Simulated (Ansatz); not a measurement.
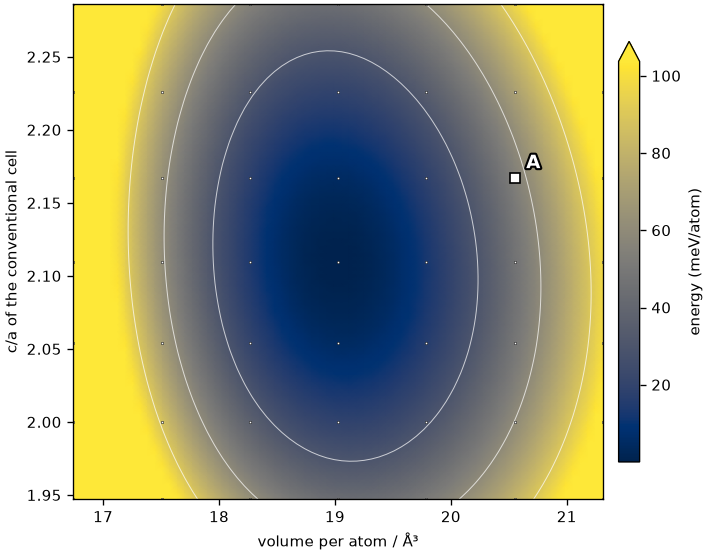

MoS₂ (P-6m2, No. 187; 3 atoms in the cell). 
- The energy is mapped over volume and the cell's shape.
- The first coordinate is: volume per atom; the second: c/a of the conventional cell.
- Nothing is relaxed (fractional coordinates fixed).
- The scan uses a 7 × 7 grid.
- Points are written as (first, second).
- Energies: meV/atom, counted from the lowest grid point.
- Method: Ansatz, DFT PBE+D3(BJ), scalar-relativistic, plane waves, PAW. Settings: cutoff 420 eV, k-mesh 12×12×6 in the order of the run's cell vectors, gaussian smearing 0.05 eV, no spin polarisation.

The picture shows a smooth colour map with a few white contour lines, dots at the grid points, one colour for all values above the top of the scale, the point A. Between grid points the surface is interpolated.

### Is A at rest? If not, where is it pushed?

A, at (20.55 Å³, 2.167), is not a stationary point. The computed force is 59 meV/atom for each Å³ towards smaller values of volume per atom and 210 meV/atom for each unit towards smaller values of c/a of the conventional cell.
